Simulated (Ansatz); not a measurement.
# Al31N32 (cell charge −1, with a compensating background) (cell with a defect): what the fields show

Al31N32 (cell charge −1, with a compensating background) (cell with a defect), 63 atoms, a = 9.68 Å, b = 9.68 Å, c = 9.68 Å, α = 99.44°, β = 111.90°, γ = 117.58°.

Spin-polarised.

All numbers below come from Ansatz, DFT PBE, scalar-relativistic, plane waves, PAW.

In a PAW calculation such maps are meaningful between the atoms, not at the nuclei.

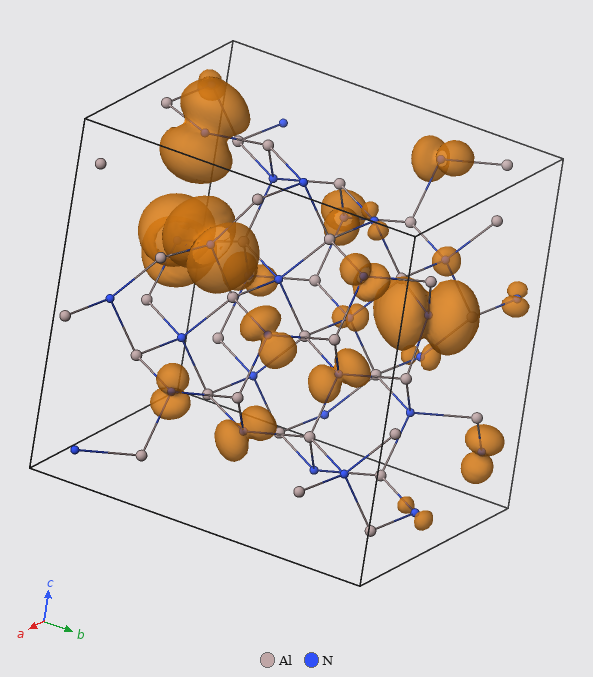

Figure 1. Isosurfaces of the spin density (up minus down) at +0.008 (orange) and −0.008 e/Å³ (purple), seen slightly off an axis. Sticks mark near contacts.

Q: Which atoms carry the moments, and with what signs?

A: The spin density sits on N: +0.3 μB in one cell of 63 atoms: with much of the spin spread outside that site. The cell of the calculation (63 atoms) carries 2.0 μB of net spin moment.

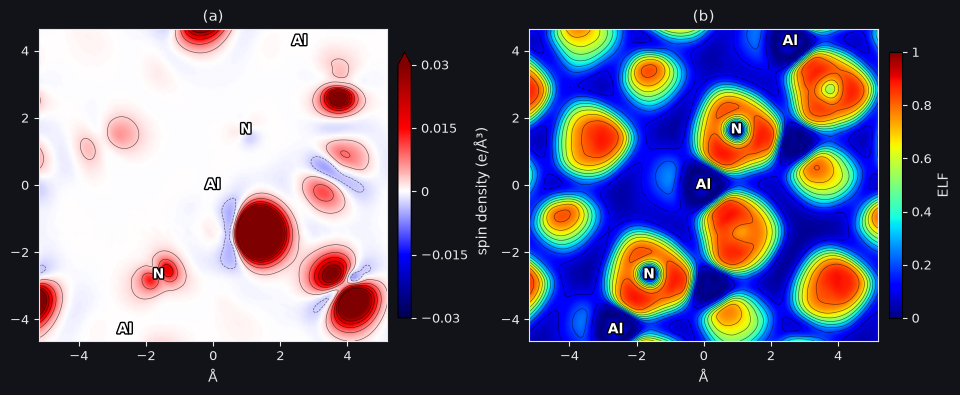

Figure 2. (a) magnetisation density (up minus down); (b) ELF on the (001) plane of the calculation cell.

Q: Interpret the plot.

A: The section cuts through Al and N sites.
Atoms just off the plane (Al, 0.3 Å away and N, 0.4 Å away) can leave unmarked features too.
Al–N (1.91 Å): the ELF peaks at about 0.90 between the atoms: a polar covalent bond.

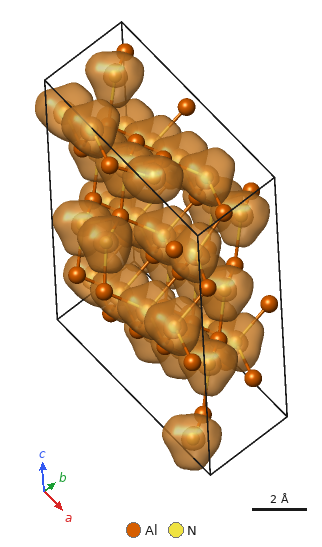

Figure 3. Isosurface of the electron localisation function at 0.7 (orange), seen slightly off an axis. Core shells and regions of very low density are left out. Sticks mark near contacts.

Q: What do the ELF domains correspond to?

A: The surface consists of 32 regions on N in which the atom's valence shell and bonds are merged, counted in one cell of 63 atoms. Any copies at cell faces, edges or corners count once. Along the contacts the grid gives the following. Al–N (1.84 Å): the ELF peaks at about 0.90 in the valence shell of N, 0.7 Å from its nucleus, and is about 0.90 at the midpoint. Al–N (1.89 Å): the ELF peaks at about 0.90 in the valence shell of N, 0.7 Å from its nucleus, and is about 0.85 at the midpoint.
